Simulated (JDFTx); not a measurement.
**TaN: single-point calculation at one volume of an equation of state**

- system: TaN (Fm-3m, 2 atoms in the cell)
- method: Kohn-Sham DFT of a periodic cell, PBE, PseudoDojo-SR-PBE-0.5-standard, no spin polarisation (JDFTx 1.7.0 (patched build))

The structure derives from a Materials Project entry. It belongs to a series of runs on one base structure; here: volume scaled by 1.06.

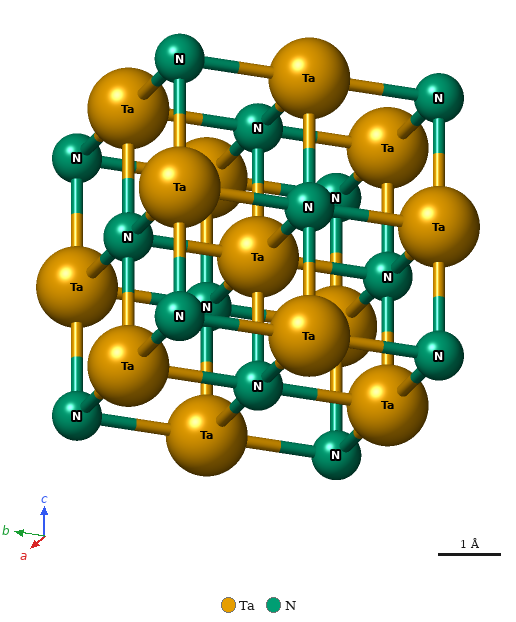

*The structure (ball-and-stick view of the cell 4 times as large as that of the calculation, set on its symmetry axes, seen at an oblique angle).*

**The input**
```
lattice \
    0.0000000000     4.2607528042     4.2607528042 \
    4.2607528042     0.0000000000     4.2607528042 \
    4.2607528042     4.2607528042     0.0000000000
coords-type Lattice
ion Ta     0.5000000000     0.5000000000     0.5000000000 1
ion N      0.0000000000     0.0000000000     0.0000000000 1

ion-species pseudo/Ta.upf
ion-species pseudo/N.upf
elec-cutoff 42 336
elec-ex-corr gga-PBE
kpoint-folding 10 10 10
elec-smearing Fermi 0.0018374661
elec-n-bands 15
electronic-SCF nIterations 100 energyDiffThreshold 1e-09
electronic-minimize nIterations 30 energyDiffThreshold 1e-7
forces-output-coords Cartesian

dump-name run.$VAR
dump End Ecomponents EigStats BandEigs Kpoints Forces Stress ElecDensity Dtot KEdensity
```

Launched with:
```bash
jdftx -c 1 -i TaN.in -o TaN.out
```

**The program's output**
```
*************** JDFTx 1.7.0 (patched build) ***************

Input parsed successfully to the following command list (including defaults):
[... the input with its defaults ...]

---------- Setting up symmetries ----------

Found 48 point-group symmetries of the bravais lattice
Found 48 space-group symmetries with basis
Applied RMS atom displacement 0 bohrs to make symmetries exact.

---------- Initializing the Grid ----------
R =
[            0      4.26075      4.26075  ]
[      4.26075            0      4.26075  ]
[      4.26075      4.26075            0  ]
unit cell volume = 154.7
G =
[  -0.737333   0.737333   0.737333  ]
[   0.737333  -0.737333   0.737333  ]
[   0.737333   0.737333  -0.737333  ]
Minimum fftbox size, Smin = [  52  52  52  ]
Chosen fftbox size, S = [  54  54  54  ]

---------- Initializing tighter grid for wavefunction operations ----------
R =
[            0      4.26075      4.26075  ]
[      4.26075            0      4.26075  ]
[      4.26075      4.26075            0  ]
unit cell volume = 154.7
G =
[  -0.737333   0.737333   0.737333  ]
[   0.737333  -0.737333   0.737333  ]
[   0.737333   0.737333  -0.737333  ]
Minimum fftbox size, Smin = [  36  36  36  ]
Chosen fftbox size, S = [  36  36  36  ]

---------- Exchange Correlation functional ----------
Initalized PBE GGA exchange.
Initalized PBE GGA correlation.

---------- Setting up pseudopotentials ----------
Width of ionic core gaussian charges (only for fluid interactions / plotting) set to 0

Reading pseudopotential file 'pseudo/Ta.upf':
  'Ta' pseudopotential, 'PBE' functional
  Generated using ONCVPSP code by D. R. Hamann
  13 valence electrons, 4 orbitals, 8 projectors, 1001 radial grid points, with lMax = 3
    5S    l: 0   occupation:  2.0   eigenvalue: -2.682802
    5P    l: 1   occupation:  6.0   eigenvalue: -1.447891
    5D    l: 2   occupation:  3.0   eigenvalue: -0.131962
    6S    l: 0   occupation:  2.0   eigenvalue: -0.200010
  Core radius for overlap checks: 2.22 bohrs.

Reading pseudopotential file 'pseudo/N.upf':
  'N' pseudopotential, 'PBE' functional
  Generated using ONCVPSP code by D. R. Hamann
  5 valence electrons, 2 orbitals, 4 projectors, 1001 radial grid points, with lMax = 1
    2S    l: 0   occupation:  2.0   eigenvalue: -0.682907
    2P    l: 1   occupation:  3.0   eigenvalue: -0.260548
  Core radius for overlap checks: 1.31 bohrs.

Initialized 2 species with 2 total atoms.

Folded 1 k-points by 10x10x10 to 1000 k-points.

---------- Setting up k-points, bands, fillings ----------
Reduced to 47 k-points under symmetry.
Computing the number of bands and number of electrons
Calculating initial fillings.
nElectrons:  18.000000   nBands: 15   nStates: 47

----- Setting up reduced wavefunction bases (one per k-point) -----
average nbasis = 2011.313 , ideal nbasis = 2011.208

---------- Setting up ewald sum ----------
Optimum gaussian width for ewald sums = 1.935160 bohr.
Real space sum over 1331 unit cells with max indices [  5  5  5  ]
Reciprocal space sum over 2197 terms with max indices [  6  6  6  ]

---------- Allocating electronic variables ----------
Initializing wave functions:  linear combination of atomic orbitals
Note: number of bands (15) exceeds available atomic orbitals (14)
Ta pseudo-atom occupations:   s ( 2 2 )  p ( 6 )  d ( 3 )
N pseudo-atom occupations:   s ( 2 )  p ( 3 )
	FillingsUpdate:  mu: +0.740070765  nElectrons: 18.000000
LCAOMinimize: Iter:   0  F: -68.8833656156220968  |grad|_K:  9.169e-03  alpha:  1.000e+00
	FillingsUpdate:  mu: +0.752975527  nElectrons: 18.000000
LCAOMinimize: Iter:   1  F: -69.0191871815680003  |grad|_K:  3.836e-03  alpha:  2.037e-01  linmin: -4.416e-01  cgtest:  9.119e-01
LCAOMinimize: Encountered beta<0, resetting CG.
[... 15 lines of inner loops ...]
	FillingsUpdate:  mu: +0.755434684  nElectrons: 18.000000
LCAOMinimize: Iter:   7  F: -69.0436700607530014  |grad|_K:  7.682e-09  alpha:  9.509e-01  linmin: -2.468e-02  cgtest:  1.321e-01
LCAOMinimize: Encountered beta<0, resetting CG.
LCAOMinimize: Converged (|Delta F|<1.000000e-06 for 2 iters).

-------- Electronic minimization -----------
Will mix electronic density at each iteration.
	FillingsUpdate:  mu: +0.755434684  nElectrons: 18.000000
	FillingsUpdate:  mu: +0.741814666  nElectrons: 18.000000
SCF: Cycle:  0   F: -69.100440273531902   dF: -5.677e-02   |Residual|: 9.464e-02   |deigs|: 7.664e-02
	FillingsUpdate:  mu: +0.735234845  nElectrons: 18.000000
SCF: Cycle:  1   F: -69.104385306972986   dF: -3.945e-03   |Residual|: 3.138e-02   |deigs|: 1.105e-02
	FillingsUpdate:  mu: +0.732253679  nElectrons: 18.000000
SCF: Cycle:  2   F: -69.105136653864349   dF: -7.513e-04   |Residual|: 1.629e-02   |deigs|: 6.360e-03
	FillingsUpdate:  mu: +0.730416326  nElectrons: 18.000000
SCF: Cycle:  3   F: -69.105226342875341   dF: -8.969e-05   |Residual|: 3.228e-03   |deigs|: 2.650e-03
	FillingsUpdate:  mu: +0.730768918  nElectrons: 18.000000
SCF: Cycle:  4   F: -69.105227869695071   dF: -1.527e-06   |Residual|: 1.107e-03   |deigs|: 6.629e-04
	FillingsUpdate:  mu: +0.730589145  nElectrons: 18.000000
SCF: Cycle:  5   F: -69.105228473718000   dF: -6.040e-07   |Residual|: 2.706e-04   |deigs|: 2.811e-04
	FillingsUpdate:  mu: +0.730608400  nElectrons: 18.000000
SCF: Cycle:  6   F: -69.105228506795342   dF: -3.308e-08   |Residual|: 9.035e-05   |deigs|: 2.220e-05
	FillingsUpdate:  mu: +0.730617999  nElectrons: 18.000000
SCF: Cycle:  7   F: -69.105228510267949   dF: -3.473e-09   |Residual|: 2.062e-05   |deigs|: 1.626e-05
	FillingsUpdate:  mu: +0.730620914  nElectrons: 18.000000
SCF: Cycle:  8   F: -69.105228510870560   dF: -6.026e-10   |Residual|: 6.777e-06   |deigs|: 5.827e-06
	FillingsUpdate:  mu: +0.730620953  nElectrons: 18.000000
SCF: Cycle:  9   F: -69.105228511061640   dF: -1.911e-10   |Residual|: 3.283e-06   |deigs|: 4.794e-06
SCF: Converged (|Delta E|<1.000000e-09 for 2 iters).

Setting wave functions to eigenvectors of Hamiltonian

# Stress tensor in Cartesian coordinates [Eh/a0^3]:
[  0.000615041            0            0  ]
[            0  0.000615041            0  ]
[            0            0  0.000615041  ]

# Ionic positions in lattice coordinates:
ion Ta   0.500000000000000   0.500000000000000   0.500000000000000 1
ion N   0.000000000000000   0.000000000000000   0.000000000000000 1

# Forces in Cartesian coordinates:
force Ta  -0.000000000000000   0.000000000000000  -0.000000000000000 1
force N   0.000000000000000  -0.000000000000000   0.000000000000000 1

# Energy components:
   Eewald =      -60.5015454306461535
       EH =        8.0119809500722479
     Eloc =      -32.9703540692965547
      Enl =        3.6669908900783770
      Exc =      -17.8566327721554110
 Exc_core =        6.4322260274471876
       KE =       24.1123336277292815
-------------------------------------
     Etot =      -69.1050007767710071
       TS =        0.0002277342906310
-------------------------------------
        F =      -69.1052285110616396

IonicMinimize: Iter:   0  F: -69.105228511061640  |grad|_K:        nan
IonicMinimize: None of the convergence criteria satisfied after 0 iterations.

#--- Lowdin population analysis ---
# oxidation-state Ta +0.811
# oxidation-state N -0.738

Dumping 'run.eigStats' ...
	eMin: -1.831220 at state 0 ( [ +0.000000 +0.000000 +0.000000 ] spin 0 )
	HOMO: +0.727385 at state 21 ( [ +0.000000 +0.200000 -0.200000 ] spin 0 )
	mu  : +0.730621
	LUMO: +0.731887 at state 38 ( [ +0.100000 +0.300000 -0.300000 ] spin 0 )
	eMax: +1.198352 at state 16 ( [ +0.000000 +0.200000 +0.300000 ] spin 0 )
	HOMO-LUMO gap: +0.004502
	Optical gap  : +0.011835 at state 12 ( [ +0.000000 +0.100000 -0.300000 ] spin 0 )
Done!
```

**Results in brief**

| quantity | value |
| --- | --- |
| outcome | converged |
| space group (tolerance 0.01 Å) | Fm-3m (225) |
| electrons treated | 18 |
| free energy | −1880.4491 eV |
| Fermi energy | 19.881 eV |
| gap on the k-point mesh | none (metallic) |
| pressure | −18.10 GPa |
| largest force (length of the vector) | under 0.001 eV/Å |
| hardware | 1 thread of Arm Neoverse V2, 24 GiB of memory available, shared host |
| wall time | 58 s |
| peak memory | 0.13 GiB |

**Remarks**

Spin–orbit coupling is left out, which matters for Ta. The cell is under a tension of 18.1 GPa at this level, so it is not at its equilibrium volume.
